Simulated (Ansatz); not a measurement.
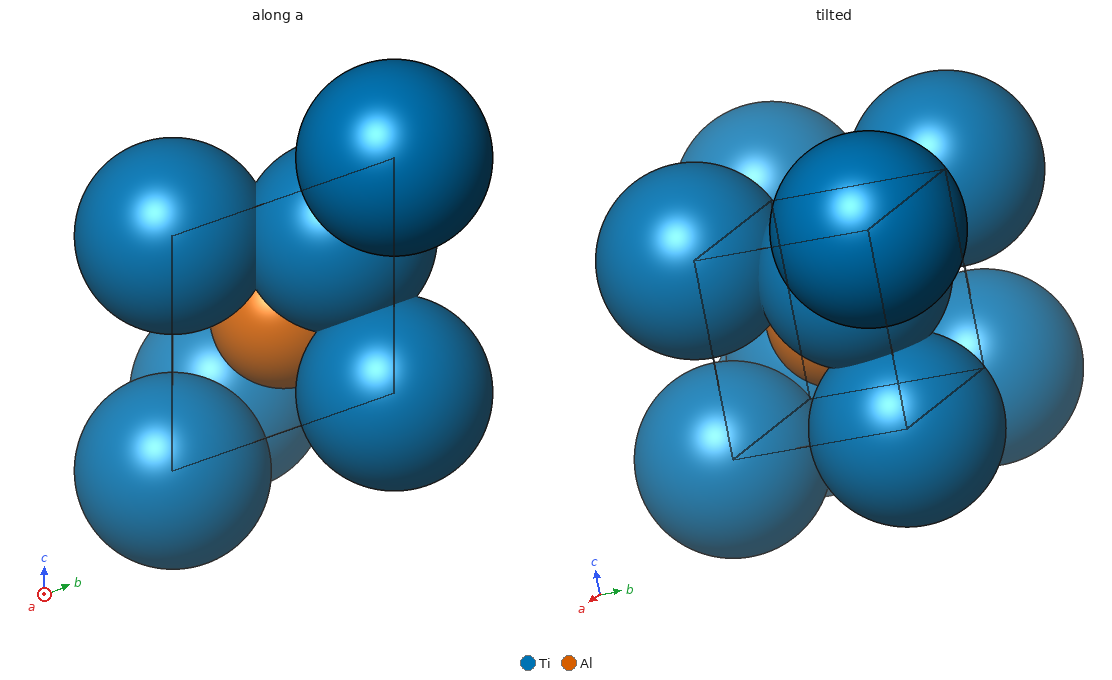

View along the a axis and slightly off an axis, drawn as a space-filling model. Thin lines show the simulation cell, with boundary atoms drawn in all their periodic places.

Input for the calculation:
```yaml
crystal:
  lattice:
    - [0.0, 3.0927504405, 3.0927504405]
    - [3.0927504405, 0.0, 3.0927504405]
    - [3.0927504405, 3.0927504405, 0.0]
  atoms:
    - { symbol: Ti, position: [0.75, 0.75, 0.75], spin: 0.22 }
    - { symbol: Ti, position: [0.25, 0.25, 0.25], spin: 0.22 }
    - { symbol: Ti, position: [0.0, 0.0, 0.0], spin: 0.96 }
    - { symbol: Al, position: [0.5, 0.5, 0.5] }
basis:
  ecutwfc: 420
kpoints:
  mp_grid: { grid: [12, 12, 12] }
hamiltonian:
  xc: pbesol
scf:
  occupations: { method: gaussian, width: 0.1 }
output:
  forces: true
  stress: true
  eigenvalues: true
  populations: true
magnetization:
  spin_polarized: true
```
Run as:
```sh
ansatz run input.yaml --threads 1 --pin off --max-ram 2560MiB --backend cpu --events-out ev --progress --plain --runs-dir out
```

Calculation details: DFT PBEsol, scalar-relativistic, plane waves, PAW (Ansatz); a kinetic-energy cutoff of 420 eV, a 12×12×12 grid in reciprocal space, Gaussian smearing of 0.1 eV, collinear spins.

### Is the electronic structure metallic or gapped?

A metal: bands cross the Fermi level.

### State the hydrostatic pressure.

The computed pressure is 13.0 GPa (compressed: it would expand).

### Is there any magnetisation?

Yes: the net moment is 1.3 μB and the absolute magnetisation 1.3 μB for the cell drawn.

Provenance: a structure listed in the Materials Project. The cell was then strained or its atoms displaced on purpose. It was the input of a calculation with Ansatz.

At this level of theory the cell isn't at rest (compressed, at 13 GPa), so its distances can differ from those at equilibrium, the more so the softer the solid, and its magnetic state may change on relaxation.
